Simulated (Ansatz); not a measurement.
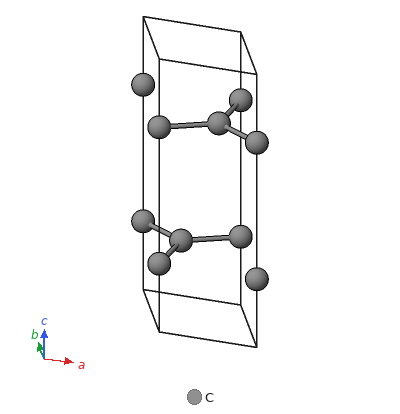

C, space group P6_3/mmc (No. 194), a = 2.462 Å, b = 2.462 Å, c = 7.045 Å, α = 90.00°, β = 90.00°, γ = 120.00°

```csv
site,Wyckoff,x,y,z
C1,2b,0.0000,0.0000,0.2500
C2,2c,0.3333,0.6667,0.2500
```

Origin: the geometry relaxed at a target pressure of 2 GPa with DFT PBE, scalar-relativistic, plane waves, PAW in Ansatz 0.2.0.

Q: Compute the Voronoi cell of each site (no radii): faces and volume.

A:
| site | faces above 1 % of the sphere | volume (Å³) | solid angle by neighbour (%) |
| --- | --- | --- | --- |
| C1 | 5 | 9.08 | C 100 |
| C2 | 9 | 9.41 | C 100 |

Weighted by multiplicity the volumes add up to the cell volume, 37.0 Å³.

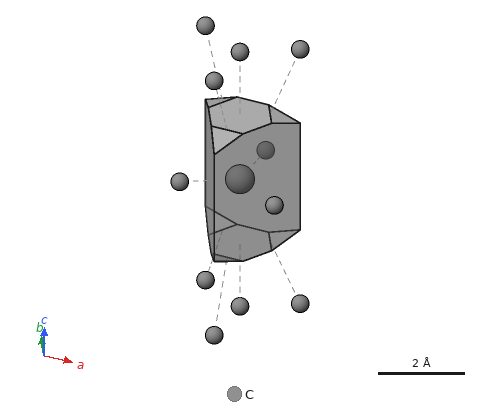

The computed Voronoi cell of C1, with the neighbours that bound it.
